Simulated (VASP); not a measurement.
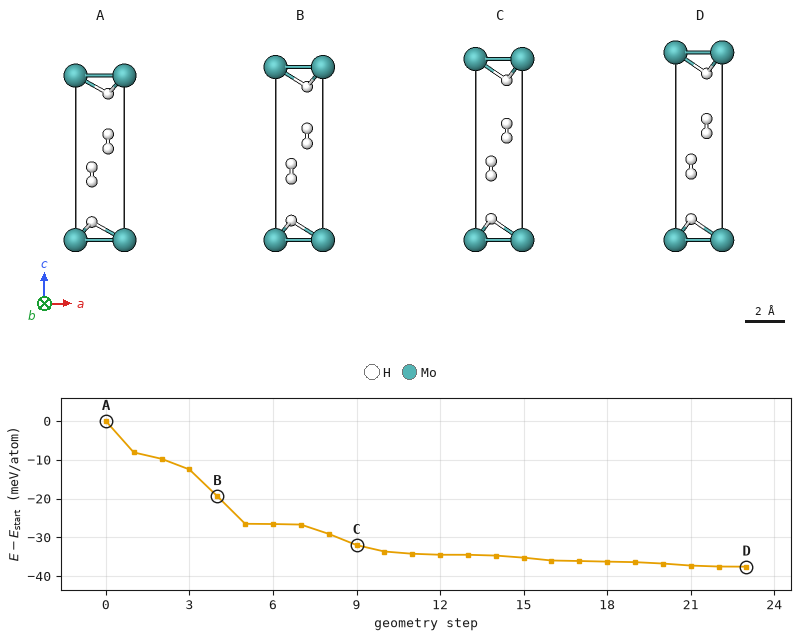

Frames of a relaxation of crystalline MoH6 (a generated structure, set up in P-3m1), marked on the history of the run. Style: ball-and-stick. Shown: the cell of the calculation, along the b axis.

The run lets cell and atoms move.

The calculation used Kohn-Sham DFT of a periodic cell, PBE, VASP PAW PBE potentials, recommended (VASP 6.6.1).

Input
```
SYSTEM = MoH6
PREC = Normal ; ENCUT = 520
EDIFF = 1E-4 ; ISMEAR = 0
SIGMA = 0.15 ; LREAL = .FALSE.
LASPH = .TRUE. ; NELM = 60
ALGO = Fast ; ISIF = 3
LWAVE = .FALSE. ; LCHARG = .FALSE.
GGA = PE ; IBRION = 2
NSW = 24 ; EDIFFG = -0.08
```

Launched with:
```bash
cat potpaw_PBE.64/H/POTCAR potpaw_PBE.64/Mo_sv/POTCAR > POTCAR
mpirun -np 1 vasp_std > vasp.out
```

> What happens along the run?

The relaxation stopped without meeting its thresholds, so the last structure isn't shown to be converged. The largest moves relative to the cell, 0.13 Å, are those of H atoms. Mo stays in place. The drawn cell changes as follows: a = b 2.900 → 2.769 Å (−4.5 %), c 8.460 → 9.651 Å (+14.1 %); the volume changes by +4.0 %. Among the contacts that change: Mo–Mo 2.900 → 2.769 Å, H–Mo 1.916 → 1.932 Å. Among the angles between lasting bonds that change: Mo–H–Mo 98.4° → 91.6°. The space group stays P-3m1 (No. 164). The energy falls by 37.5 meV per atom in 23 geometry steps. The largest force component goes from 0.21 to 0.11 eV/Å. The pressure goes from −0.40 to 2.09 GPa. From step 0 to 4: H atoms move most (0.03 Å), volume −1.1 %, energy −19.4 meV per atom. From step 4 to 9: H atoms move most (0.06 Å), volume +2.1 %, energy −12.6 meV per atom. From step 9 to 23: H atoms move most (0.05 Å), volume +3.0 %, energy −5.6 meV per atom.
